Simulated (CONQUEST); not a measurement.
# A series of single points on Ti

System: Ti (Im-3m, 2 atoms in the cell).
Method: Kohn-Sham DFT of a periodic cell, PBE with D2, PseudoDojo NC PBE, no spin polarisation (CONQUEST 1.3).

The 7 runs differ only in the geometry, by an even scaling of the cell at fixed fractional positions. The structure derives from an entry of the Crystallography Open Database.

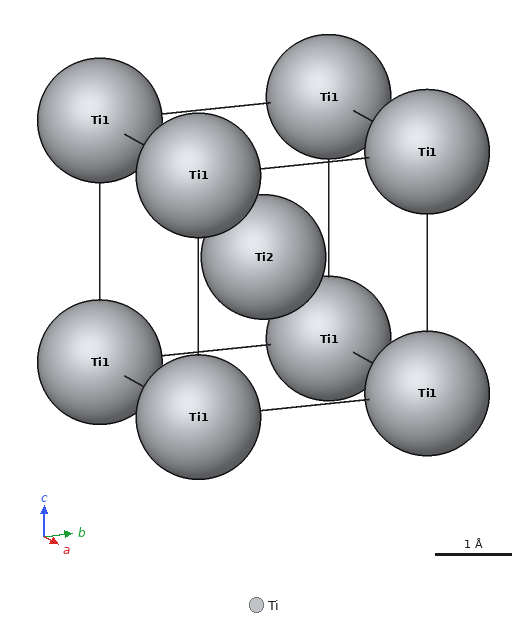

Figure 1. The structure of run 4 (spheres-only view of the cell of the calculation, seen slightly off an axis; atoms are numbered from 1 in the order of the input).

**Input of run 4**
```
IO.Title Ti
IO.Coordinates coords.dat
IO.FractionalAtomicCoords F
IO.Iprint 2
IO.Iprint_init 1
General.NumberOfSpecies 1
General.PseudopotentialType hamann
General.DFT_D2 T
AtomMove.TypeOfRun static
AtomMove.FullStress T
Grid.PointsAlongX 24
Grid.PointsAlongY 24
Grid.PointsAlongZ 24
DM.SolutionMethod diagon
Diag.MPMesh T
Diag.GammaCentred T
Diag.MPMeshX 8
Diag.MPMeshY 8
Diag.MPMeshZ 8
Diag.kT 0.00183747
minE.SCTolerance 1e-6
Diag.SmearingType 1
Diag.MPOrder 1
SC.MaxIters 100
IO.AtomChargeOutput T
SC.AbsResidual T
General.NeutralAtom F
%block ChemicalSpeciesLabel
1 47.880 Ti
%endblock
```

Command:
```bash
Conquest
```

Lattice vectors (Å) and fractional positions of run 4:
```
   3.282000    0.000000    0.000000
   0.000000    3.282000    0.000000
   0.000000    0.000000    3.282000
Ti  0.000000  0.000000  0.000000
Ti  0.500000  0.500000  0.500000
```

Run 2 has the same physical settings and fractional positions; its lattice vectors (Å) are:
```
   3.237643    0.000000    0.000000
   0.000000    3.237643    0.000000
   0.000000    0.000000    3.237643
```

**Results, with one run withheld**

```csv
run,volume per atom (Å³),"free energy per atom, from the lowest run given (meV)",pressure (GPa)
1,16.616,7.48,4.60
2,16.969,?,?
3,17.323,0.00,−0.63
4,17.676,3.42,−2.31
5,18.030,10.69,−4.58
6,18.383,22.79,−6.49
7,18.737,39.58,−7.93
```

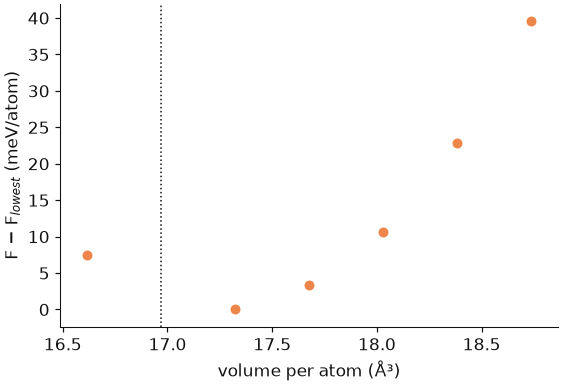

Figure 2. Free energy per atom of the runs given; the dotted line marks run 2.

Estimate the energy of run 2 from the others.

A cubic polynomial in V^(−2/3) (the Birch–Murnaghan form), fitted to the 6 runs given, misses them by at most 0.24 meV per atom. With x = V^(−2/3) − 0.14684 Å⁻², it reads F = 4.7792 − 3353.2 x + 6.2948e+05 x² − 1.0735e+07 x³ (meV per atom). At run 2 it gives 1.62 meV per atom, and the run itself gives 0.20. The slope of the fit gives a pressure −dF/dV of 1.67 GPa there, and the run prints 1.18 GPa. The two needn't agree exactly: the fit is approximate, and the printed stress is taken on a finite basis. The fit has its minimum at 17.262 Å³ per atom, where V d²F/dV² gives 99.3 GPa: the bulk modulus at this level, since symmetry fixes the shape and the positions. So low a polynomial doesn't follow these energies more closely.

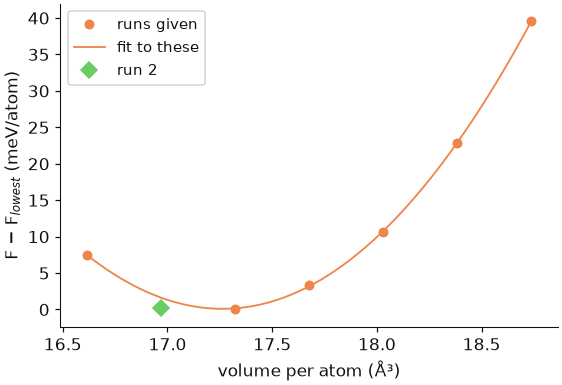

Figure 3. The fit and the withheld run.

**Some lines of the output (run 2)**
```
[...]
          DFT Total Energy                 :      -118.609706718298597 Ha
          Free Energy (E-TS)               :      -118.613965728275147 Ha
          DFT Total Energy                 :      -118.612114524106559 Ha
          Free Energy (E-TS)               :      -118.612514958964837 Ha
          DFT Total Energy                 :      -118.612479199749615 Ha
          Free Energy (E-TS)               :      -118.612516512421223 Ha
          DFT Total Energy                 :      -118.612480879679524 Ha
          Free Energy (E-TS)               :      -118.612514238816743 Ha
          DFT Total Energy                 :      -118.612478739676803 Ha
          Free Energy (E-TS)               :      -118.612514789394226 Ha
          DFT Total Energy                 :      -118.612479281384523 Ha
      | Free Energy as E-TS      =      -118.612514789394226 Ha
      |* DFT total energy        =      -118.612479281384523 Ha
    force: Average pressure:      1.17750319 GPa
```

Notes: Settings chosen away from the usual ones: volume scaled by 1.0. Points of doubt noted for this run: small atomic basis. With a small basis of atomic orbitals these values can differ much from converged plane-wave results.
